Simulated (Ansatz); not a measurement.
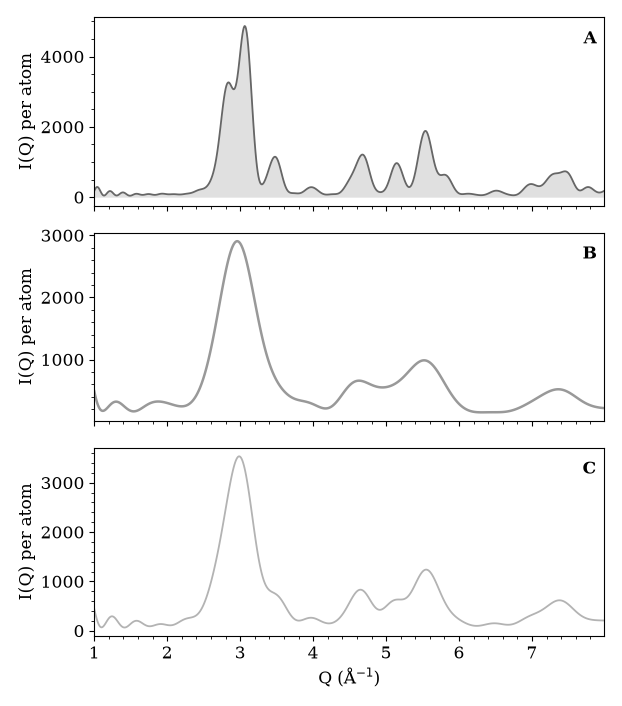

X-ray scattering of spheres cut from the crystal structure of Ru (P6_3/mmc, a = 2.677 Å, b = 2.677 Å, c = 8.618 Å, α = 90.00°, β = 90.00°, γ = 120.00°), calculated atom by atom with the Debye equation (B = 0.5 Å², no relaxation of the surface). Basis of the simulation: the end point of a relaxation with DFT PBEsol, scalar-relativistic, plane waves, PAW (Ansatz); the starting structure was generated, so it need not be a known form of this composition.

### The spheres are 14, 20 and 36 Å across. Which curve is which?

curve A: 36 Å (1821 atoms); curve B: 14 Å (105 atoms); curve C: 20 Å (305 atoms). Peak widths go roughly as 2π/D, so the largest sphere has the sharpest peaks.

### Index the main peaks of the largest sphere.

Q ≈ 3.06 Å⁻¹: 102; Q ≈ 3.48 Å⁻¹: 103; Q ≈ 4.68 Å⁻¹: 110; Q ≈ 5.15 Å⁻¹: 106; Q ≈ 5.54 Å⁻¹: 114 + 202.
